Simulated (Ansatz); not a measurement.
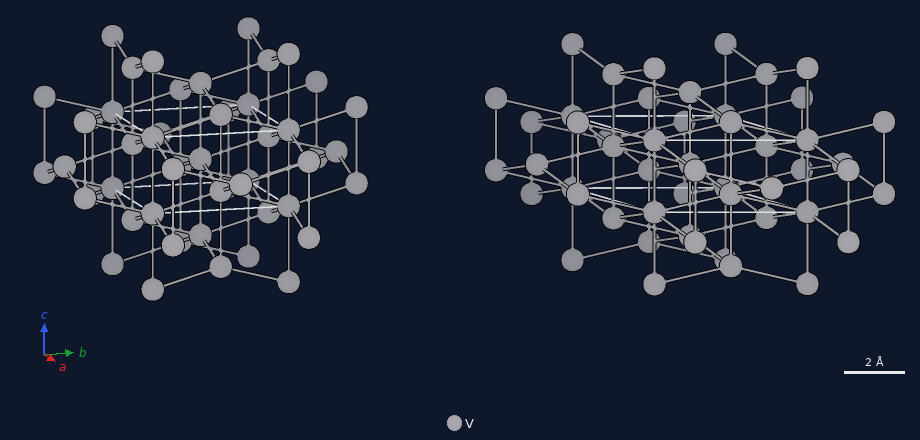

Two geometries of a crystal of V (a generated structure, set up in I4_1/amd), drawn at one scale. One is the start of a relaxation, the other its converged end. Style: ball-and-stick. Shown: the conventional cell (2 times the calculation's cell), slightly off an axis. Lengths and directions refer to the drawn axes.

These are results of Ansatz 0.2.0, DFT, PBE, plane waves (420 eV) with PAW, scalar-relativistic, not measurements. Set-up: plane-wave cutoff 420 eV; k-point mesh 14 × 14 × 9; occupations fermi dirac; smearing width 0.05 eV; collinear spin; cell and atoms relaxed; force threshold 0.01 eV/Å; at most 60 steps.

Q: Which one is relaxed?

A: The right one is the relaxed one. Phase: beta-Sn type. After 18 accepted moves (21 points after the start) the energy has fallen by 377 meV per atom. The largest force component goes from 0.001 to under 0.0001 eV/Å. Pressure: −5.16 GPa at the start and 0.02 GPa at the end. The SCF was repeated 3 times at an unchanged geometry on a basis and grid sized afresh for the cell, which shifted the energy by 32.7 meV per atom at most. No atom moves by more than 0.005 Å relative to the cell. Cell: a = b 4.738 → 5.116 Å (+8.0 %), c 2.587 → 2.449 Å (−5.3 %), γ 90.0° → 58.3°. Volume −6.1 %. Among the contacts that change: V–V 3.591 → 2.777 Å, V–V 2.456 → 2.630 Å, V–V 2.587 → 2.449 Å. Bond angles that change, for instance: V–V–V 94.0° → 63.7°, V–V–V 94.0° → 123.5°, V–V–V 149.5° → 153.1°. The space group (tolerance 0.01 Å) goes from I4_1/amd (No. 141) to Fddd (No. 70). The program noted that the starting moments weren't kept. The run took of the order of 13 core-minutes on a shared host.
